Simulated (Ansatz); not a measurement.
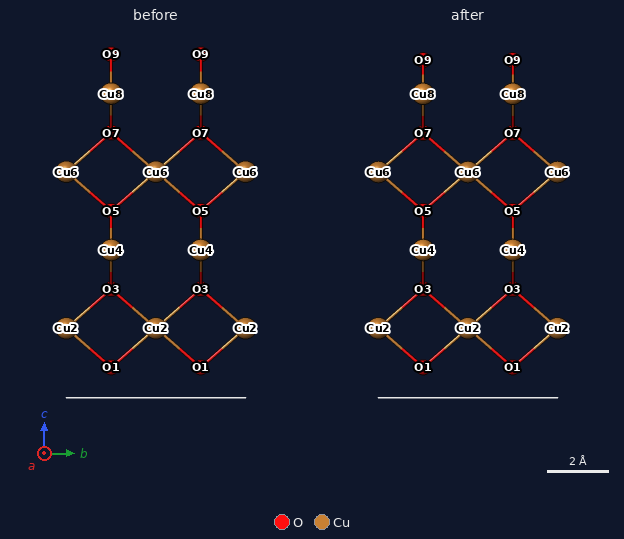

The structure of a slab of composition Cu₄O₅ (cut from the Cccm phase) before (left) and after (right) a constrained relaxation, at one scale.

A ball-and-stick model of the 2 × 2 repeat of the cell, outlined in the plane, without the vacuum, seen along the a axis.

Case: clean slab, lower half held. The slab is the (0 0 1) face of CuO. 4 atoms are held fixed.

Computed with DFT PBE, scalar-relativistic, plane waves, PAW (Ansatz 0.2.0).

The input:
```yaml
crystal:
  lattice:
    - [2.948703264, 0.0, 0.0]
    - [-0.0081921837, 2.9486918841, 0.0]
    - [0.0, 0.0, 27.3025242337]
  atoms:
    - { symbol: O, position: [0.5, 0.5, 0.3113265252] }
    - { symbol: Cu, position: [0.5, 0.0, 0.3584948939] }
    - { symbol: O, position: [0.5, 0.5, 0.4056632626] }
    - { symbol: Cu, position: [0.0, 0.5, 0.4528316313] }
    - { symbol: O, position: [0.5, 0.5, 0.5] }
    - { symbol: Cu, position: [0.5, 0.0, 0.5471683687] }
    - { symbol: O, position: [0.5, 0.5, 0.5943367374] }
    - { symbol: Cu, position: [0.0, 0.5, 0.6415051061] }
    - { symbol: O, position: [0.5, 0.5, 0.6886734748] }
basis:
  ecutwfc: 420
kpoints:
  mp_grid: { grid: [10, 10, 1] }
hamiltonian:
  xc: pbe
scf:
  occupations: { method: gaussian, width: 0.1 }
output:
  forces: true
  eigenvalues: true
relax:
  adjacent_minimum: "off"
  f_tol: 0.03
  max_steps: 70
  constraints: [{ sites: [0, 1, 2, 3] }]
efield:
  axis: 3
  dipole_correction: true
  ramp_width: 0.04
```

Command:
```bash
ansatz run input.yaml --threads 2 --pin off --max-ram 5120MiB --backend cpu --events-out ev --progress --plain --runs-dir out
```

Q: What changed between the two?

A: The energy falls by 0.213 eV per cell of the calculation in 4 geometry steps. The largest force component goes from 2.2 to 0.0018 eV/Å. O9 moves most: 0.19 Å along the normal (−c). Largest moves by element: O 0.19 Å, Cu 0.01 Å. The cell doesn't change. Near-neighbour distances that change, for instance: Cu8–O9 1.958 → 1.845 Å. Bond angles that change, for instance: Cu8–O9–Cu8 97.7° → 106.1°, O9–Cu8–O9 97.7° → 106.1°, O7–Cu8–O9 82.3° → 78.1°.
